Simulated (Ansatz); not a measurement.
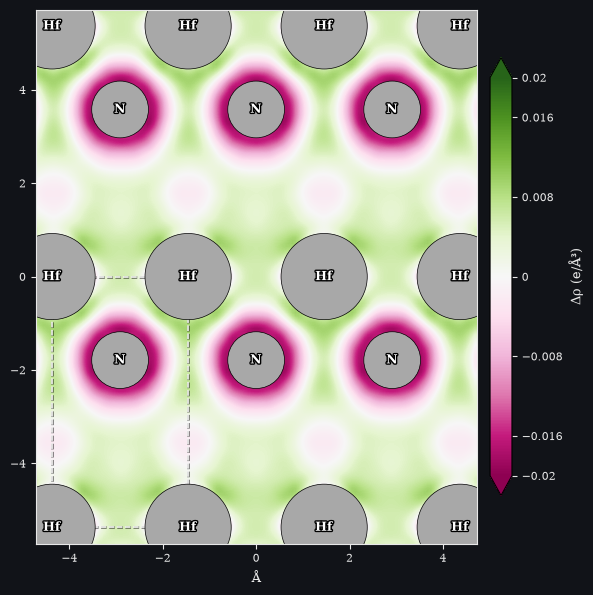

HfN. Difference of the valence pseudo-densities of two functionals at the same geometry, on the (110) plane of the calculation cell: PBE less r2SCAN.

Space group P-6m2; started from the WC prototype, which need not be the ambient phase; computed without spin polarisation.

Both computed with Ansatz (plane waves, PAW), on the same k-point mesh. Grey discs cover the atomic cores.

> What does the difference map show?

Against r2SCAN, PBE gives more density around Hf (+0.006 e/Å³ on average at 1.2 Å from the nucleus), less density around N (−0.015 e/Å³ on average at 0.8 Å from the nucleus) and a change of +0.004 e/Å³ at the midpoint of Hf–N and +0.006 e/Å³ at the midpoint of Hf–Hf.
